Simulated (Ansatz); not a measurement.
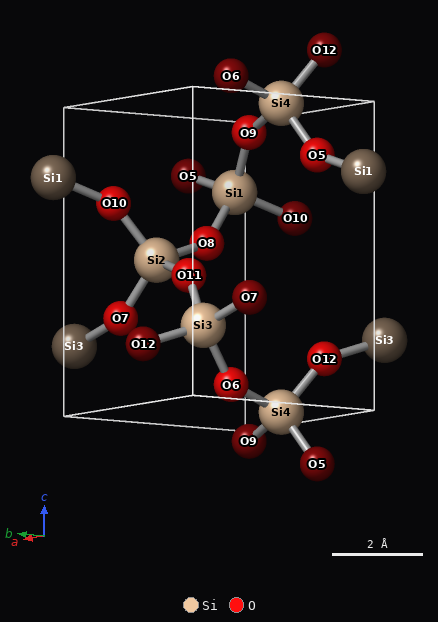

Figure 1. The structure as given in the input (ball-and-stick view of the cell of the calculation, seen at an oblique angle; neighbours outside the cell are drawn fainter; atoms are numbered from 1 in the order of the input).

# SiO$_{2}$: a changed input and its effect

System: SiO$_{2}$ (P4₁2₁2, 12 atoms in the cell).
Method of run A: Kohn-Sham DFT of a periodic cell, PBE, all-electron LAPW, scalar-relativistic, no spin polarisation (Ansatz 0.2.0).

The structure derives from an entry of the Crystallography Open Database. Text and figures count atoms from 1; the logs count them from 0 in places.

## The input, run A
```yaml
crystal:
  lattice:
    - [4.982, 0.0, 0.0]
    - [0.0, 4.982, 0.0]
    - [0.0, 0.0, 6.963]
  atoms:
    - { symbol: Si, position: [0.79897, 0.20103, 0.75] }
    - { symbol: Si, position: [0.70103, 0.70103, 0.5] }
    - { symbol: Si, position: [0.20103, 0.79897, 0.25] }
    - { symbol: Si, position: [0.29897, 0.29897, 0.0] }
    - { symbol: O, position: [0.10347, 0.23989, 0.82187] }
    - { symbol: O, position: [0.26011, 0.60347, 0.07187] }
    - { symbol: O, position: [0.89653, 0.76011, 0.32187] }
    - { symbol: O, position: [0.73989, 0.39653, 0.57187] }
    - { symbol: O, position: [0.60347, 0.26011, 0.92813] }
    - { symbol: O, position: [0.76011, 0.89653, 0.67813] }
    - { symbol: O, position: [0.39653, 0.73989, 0.42813] }
    - { symbol: O, position: [0.23989, 0.10347, 0.17813] }
kpoints:
  mp_grid: { grid: [6, 6, 4] }
scf:
  occupations: { method: fermi_dirac, width: 0.05 }
hamiltonian:
  xc: pbe
  pseudopotentials: { kind: all_electron, lapw: { basis_error: 0.001 } }
output:
  forces: true
  stress: true
  eigenvalues: true
  populations: true
```

Launched with:
```bash
ansatz run input.yaml --threads 8 --pin off --max-ram 24576MiB --backend cpu --events-out ev --progress --plain --runs-dir out
```

Hardware: 8 threads of Intel Xeon (Granite Rapids), 64 GiB of memory available, shared host.

## Output, shortened to warnings, some set-up lines, iterations and results (run A)
```
Basis set: ecut = 560.3220001357319 eV, 5255 PW (Γ), exchange–correlation at level 2
Symmetry: 8 space group operations
k-points: 30 of 144 (time reversal used)
Initial density: superposition of atomic densities (chi_scale 0.1, normalization cell, long waves kept (reshape's long-wave potential 0.05 eV rms))
[...]
SCF iter   1: F=—  HF=-47982.694886 eV  |F-HF|=—  |Δ(HF+E_count)|=         —  Δρ=1.35e-1  dr2=2.93e1  ethr=2.62e-2  ⟨swp⟩=2.2  Hψ=14528  notcnv=0
SCF iter   2: F=—  HF=-47969.848959 eV  |F-HF|=—  |Δ(HF+E_count)|=    1.28e1  Δρ=3.01e-2  dr2=9.27e-1  ethr=8.28e-4  ⟨swp⟩=2.2  Hψ=10835  notcnv=0
SCF iter   3: F=—  HF=-47969.630015 eV  |F-HF|=—  |Δ(HF+E_count)|=         —  Δρ=2.14e-2  dr2=7.74e-1  ethr=8.27e-4  ⟨swp⟩=2.6  Hψ=6196  notcnv=0
SCF iter   4: F=—  HF=-47969.617090 eV  |F-HF|=—  |Δ(HF+E_count)|=   1.29e-2  Δρ=3.99e-3  dr2=2.37e-2  ethr=6.91e-4  ⟨swp⟩=3.0  Hψ=6290  notcnv=0
SCF iter   5: F=—  HF=-47969.627443 eV  |F-HF|=—  |Δ(HF+E_count)|=   1.04e-2  Δρ=6.24e-4  dr2=9.57e-4  ethr=2.12e-5  ⟨swp⟩=3.0  Hψ=6266  notcnv=0
SCF iter   6: F=—  HF=-47969.628228 eV  |F-HF|=—  |Δ(HF+E_count)|=   7.84e-4  Δρ=1.15e-4  dr2=3.17e-5  ethr=8.54e-7  ⟨swp⟩=3.0  Hψ=6350  notcnv=0
SCF iter   7: F=—  HF=-47969.628235 eV  |F-HF|=—  |Δ(HF+E_count)|=   7.06e-6  Δρ=2.12e-5  dr2=6.30e-7  ethr=2.83e-8  ⟨swp⟩=3.0  Hψ=6315  notcnv=0
SCF iter   8: F=-47969.628237 eV  HF=-47969.628237 eV  |F-HF|=9.59e-8  |Δ(HF+E_count)|=   2.52e-6  Δρ=5.30e-6  dr2=5.25e-8  ethr=5.63e-10  ⟨swp⟩=3.0  Hψ=6403  notcnv=0
SCF 1 converged in 8 iterations: F = -47969.628237 eV  dr2 = 5.25e-8
SCF converged after 8 iterations
Free energy (F): -47969.628237 eV
Harris-Foulkes:  -47969.628237 eV  (|F-HF|=9.59e-8)
Internal energy: -47969.628237 eV  (E = F + TS)
E sigma→0 (E₀):  -47969.628237 eV
Fermi energy:    4.869306 eV
--- Per-component energies (eV) ---
  E_band       = -11458.781135
  E_kinetic    = 48049.964729
  E_xc         = -4155.470940
  E_electrostatic = -91864.122026  (all electrons and nuclei)
  E_smearing   = -0.000000  (= −TS)
  E_closure    = 0.000000  (closes the sum)
  E_atoms      = -47874.655558  (free atoms, spherical and without spin; not in F)
  Σ components = -47969.628237   (vs F -47969.628237, Δ=0.00e0)
  Basis errors (estimates in eV, not in F): energy 5.4e-4 per atom: plane waves 5.1e-4 (3.2e-4 summed), levels above the bands 7.4e-78, relativity 3.7e-8, radial functions 3.6e-5, core shells 1.2e-10; eigenvalues (radial functions only) 9.1e-6; not estimated: angular momenta, meshes, grids; target …
--- Forces (eV/Å), atoms counted from 1 ---
  atom   1  Si     0.09879595    -0.09879595     0.00000000
  atom   2  Si    -0.09879595    -0.09879595     0.00000000
  atom   3  Si    -0.09879595     0.09879595     0.00000000
  atom   4  Si     0.09879595     0.09879595    -0.00000000
  atom   5  O      0.09379578    -0.07906650    -0.39070924
  atom   6  O      0.07906650     0.09379578    -0.39070924
  atom   7  O     -0.09379578     0.07906650    -0.39070924
  atom   8  O     -0.07906650    -0.09379578    -0.39070924
  atom   9  O      0.09379578     0.07906650     0.39070924
  atom  10  O      0.07906650    -0.09379578     0.39070924
  atom  11  O     -0.09379578    -0.07906650     0.39070924
  atom  12  O     -0.07906650     0.09379578     0.39070924
  max |Σ_I F_I| component: 5.55e-17 eV/Å
--- Stress (GPa, compression-positive) ---
        6.064401       0.000000      -0.000000
        0.000000       6.064401      -0.000000
       -0.000000      -0.000000       6.721313
  P = ⅓ Tr σ = 6.2834 GPa (62.834 kbar)
--- Löwdin populations: 12 sites ---
  site symbol       q [e]
     0     Si     12.1755
     1     Si     12.1755
     2     Si     12.1755
     3     Si     12.1755
     4      O      8.8038
     5      O      8.8038
     6      O      8.8038
     7      O      8.8038
     8      O      8.8038
     9      O      8.8038
    10      O      8.8038
    11      O      8.8038
  spilling = 0.007226 (of n_electrons = 120.000000)
```

For run B the input was changed thus:
```diff
-    - { symbol: Si, position: [0.79897, 0.20103, 0.75] }
-    - { symbol: Si, position: [0.70103, 0.70103, 0.5] }
-    - { symbol: Si, position: [0.20103, 0.79897, 0.25] }
-    - { symbol: Si, position: [0.29897, 0.29897, 0.0] }
-    - { symbol: O, position: [0.10347, 0.23989, 0.82187] }
-    - { symbol: O, position: [0.26011, 0.60347, 0.07187] }
-    - { symbol: O, position: [0.89653, 0.76011, 0.32187] }
-    - { symbol: O, position: [0.73989, 0.39653, 0.57187] }
-    - { symbol: O, position: [0.60347, 0.26011, 0.92813] }
-    - { symbol: O, position: [0.76011, 0.89653, 0.67813] }
-    - { symbol: O, position: [0.39653, 0.73989, 0.42813] }
-    - { symbol: O, position: [0.23989, 0.10347, 0.17813] }
+    - { symbol: Si, position: [0.800419, 0.200472, 0.747239] }
+    - { symbol: Si, position: [0.693949, 0.705574, 0.501206] }
+    - { symbol: Si, position: [0.211687, 0.801396, 0.247966] }
+    - { symbol: Si, position: [0.298817, 0.291225, -0.00174] }
+    - { symbol: O, position: [0.098978, 0.235739, 0.825863] }
+    - { symbol: O, position: [0.268988, 0.612833, 0.063198] }
+    - { symbol: O, position: [0.904619, 0.759638, 0.316318] }
+    - { symbol: O, position: [0.735451, 0.395223, 0.572456] }
+    - { symbol: O, position: [0.603935, 0.261436, 0.924768] }
+    - { symbol: O, position: [0.763475, 0.899843, 0.678007] }
+    - { symbol: O, position: [0.393546, 0.733166, 0.418426] }
+    - { symbol: O, position: [0.243587, 0.113498, 0.178] }
```

What does this change do to the results?

With the same functional and potentials, run B lies 33.9 meV per atom higher. The gap on the mesh goes from 5.77 to 5.63 eV. The pressure goes from 6.28 to 6.77 GPa. The largest force goes from 0.410 to 3.910 eV/Å. The SCF takes 10 iterations against 8. The irreducible k-points go from 30 to 76. The plane waves at Γ go from 5255 to 6041. On the same kind of shared host run B took about 3.4 times as long.

## Output, shortened to warnings, some set-up lines, iterations and results (run B)
```
Basis set: ecut = 618.9292231302849 eV, 6041 PW (Γ), exchange–correlation at level 2
Symmetry: 1 space group operations
k-points: 76 of 144 (time reversal used)
Initial density: superposition of atomic densities (chi_scale 0.1, normalization cell, long waves kept (reshape's long-wave potential 0.07 eV rms))
[...]
SCF iter   1: F=—  HF=-47982.389583 eV  |F-HF|=—  |Δ(HF+E_count)|=         —  Δρ=1.40e-1  dr2=3.17e1  ethr=2.86e-2  ⟨swp⟩=2.2  Hψ=35375  notcnv=0
SCF iter   2: F=—  HF=-47969.442234 eV  |F-HF|=—  |Δ(HF+E_count)|=    1.29e1  Δρ=3.23e-2  dr2=9.97e-1  ethr=8.88e-4  ⟨swp⟩=2.2  Hψ=27930  notcnv=0  defer=1
SCF iter   3: F=—  HF=-47969.227774 eV  |F-HF|=—  |Δ(HF+E_count)|=         —  Δρ=2.14e-2  dr2=7.45e-1  ethr=8.88e-4  ⟨swp⟩=3.0  Hψ=14677  notcnv=0
SCF iter   4: F=—  HF=-47969.215068 eV  |F-HF|=—  |Δ(HF+E_count)|=   1.27e-2  Δρ=4.92e-3  dr2=3.46e-2  ethr=6.65e-4  ⟨swp⟩=3.0  Hψ=15967  notcnv=0
SCF iter   5: F=—  HF=-47969.218403 eV  |F-HF|=—  |Δ(HF+E_count)|=   3.34e-3  Δρ=1.56e-3  dr2=3.61e-3  ethr=3.09e-5  ⟨swp⟩=3.0  Hψ=15656  notcnv=0
SCF iter   6: F=—  HF=-47969.220772 eV  |F-HF|=—  |Δ(HF+E_count)|=   2.37e-3  Δρ=3.21e-4  dr2=2.52e-4  ethr=3.22e-6  ⟨swp⟩=3.0  Hψ=15604  notcnv=0
SCF iter   7: F=—  HF=-47969.221305 eV  |F-HF|=—  |Δ(HF+E_count)|=   5.32e-4  Δρ=1.07e-4  dr2=1.70e-5  ethr=2.25e-7  ⟨swp⟩=3.0  Hψ=15196  notcnv=0
SCF iter   8: F=—  HF=-47969.221316 eV  |F-HF|=—  |Δ(HF+E_count)|=   1.14e-5  Δρ=4.99e-5  dr2=3.34e-6  ethr=1.52e-8  ⟨swp⟩=3.0  Hψ=14746  notcnv=0
SCF iter   9: F=—  HF=-47969.221318 eV  |F-HF|=—  |Δ(HF+E_count)|=   1.54e-6  Δρ=1.12e-5  dr2=2.15e-7  ethr=2.98e-9  ⟨swp⟩=3.0  Hψ=14743  notcnv=0
SCF iter  10: F=-47969.221318 eV  HF=-47969.221318 eV  |F-HF|=7.77e-8  |Δ(HF+E_count)|=   7.82e-7  Δρ=3.96e-6  dr2=3.06e-8  ethr=1.92e-10  ⟨swp⟩=3.0  Hψ=14758  notcnv=0
SCF 1 converged in 10 iterations: F = -47969.221318 eV  dr2 = 3.06e-8
SCF converged after 10 iterations
Free energy (F): -47969.221318 eV
Harris-Foulkes:  -47969.221318 eV  (|F-HF|=7.77e-8)
Internal energy: -47969.221318 eV  (E = F + TS)
E sigma→0 (E₀):  -47969.221318 eV
Fermi energy:    4.906414 eV
--- Per-component energies (eV) ---
  E_band       = -11458.822714
  E_kinetic    = 48051.142303
  E_xc         = -4155.463675
  E_electrostatic = -91864.899947  (all electrons and nuclei)
  E_smearing   = -0.000000  (= −TS)
  E_closure    = 0.000000  (closes the sum)
  E_atoms      = -47874.655558  (free atoms, spherical and without spin; not in F)
  Σ components = -47969.221318   (vs F -47969.221318, Δ=0.00e0)
  Basis errors (estimates in eV, not in F): energy 5.3e-4 per atom: plane waves 4.9e-4 (3.2e-4 summed), levels above the bands 1.2e-77, relativity 1.0e-7, radial functions 3.7e-5, core shells 5.1e-10; eigenvalues (radial functions only) 5.3e-6; not estimated: angular momenta, meshes, grids; target …
--- Forces (eV/Å), atoms counted from 1 ---
  atom   1  Si    -0.29554349     0.63572240     0.94244253
  atom   2  Si     1.88502851    -0.80811027    -1.49177710
  atom   3  Si    -2.48116026     0.54879587    -2.97126010
  atom   4  Si     0.89441460     2.94526327    -0.32503379
  atom   5  O      0.19869484    -0.16231627    -0.94958910
  atom   6  O      0.08591530    -0.82622412    -0.40650683
  atom   7  O     -1.57803402    -0.11753238     1.26256258
  atom   8  O     -0.25174760     1.09088399    -1.08273634
  atom   9  O     -0.05558084    -0.13682836     0.33776886
  atom  10  O     -0.33250967    -1.24774368    -0.32675472
  atom  11  O      2.20762381    -0.44129193     3.05323773
  atom  12  O     -0.27712194    -1.48061774     1.95763150
  max |Σ_I F_I| component: 2.08e-5 eV/Å
--- Stress (GPa, compression-positive) ---
        7.010399      -0.213070       4.158059
       -0.213070       4.187643      -1.577519
        4.158059      -1.577519       9.112298
  P = ⅓ Tr σ = 6.7701 GPa (67.701 kbar)
--- Löwdin populations: 12 sites ---
  site symbol       q [e]
     0     Si     12.1672
     1     Si     12.1842
     2     Si     12.1775
     3     Si     12.1769
     4      O      8.8077
     5      O      8.8077
     6      O      8.8051
     7      O      8.8017
     8      O      8.8061
     9      O      8.7959
    10      O      8.7996
    11      O      8.8021
  spilling = 0.007236 (of n_electrons = 120.000000)
```

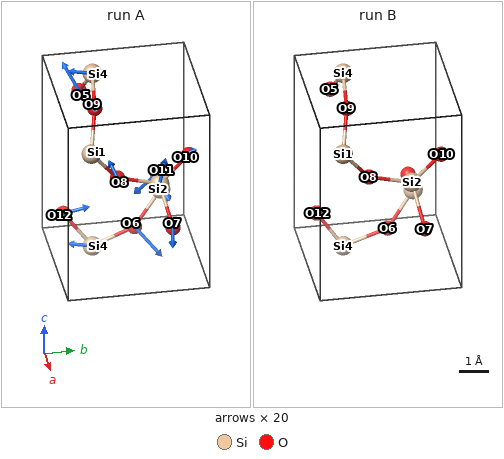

Figure 2. The two input geometries at one scale (ball-and-stick view of the cell of the calculation, seen at an oblique angle). The blue arrows on the first give the shifts of the atoms relative to the cell, with their mean removed, magnified 20 times. The atom that moves furthest is an O atom (0.071 Å). By element the largest moves are O 0.071 Å, Si 0.053 Å. (The mean shift of all atoms is removed.) The lattice vectors keep their values. Among the contacts that change: O–Si 1.604 → 1.683 Å, O–Si 1.604 → 1.531 Å, O–Si 1.609 → 1.637 Å, O–Si 1.609 → 1.584 Å.

## The two runs side by side

| quantity | run A | run B |
| --- | --- | --- |
| outcome | converged | converged |
| free energy per atom (eV) | −3997.4690 | −3997.4351 |
| gap on the mesh (eV) | 5.77 | 5.63 |
| pressure (GPa) | 6.28 | 6.77 |
| largest force (eV/Å) | 0.410 | 3.910 |
| SCF iterations | 8 | 10 |
| irreducible k-points | 30 | 76 |
| plane waves at Γ | 5255 | 6041 |
| wall time (shared host) | 43 s | 2.4 min |

For run A: The cell is under a pressure of 6.3 GPa at this level, so it is not at its equilibrium volume.
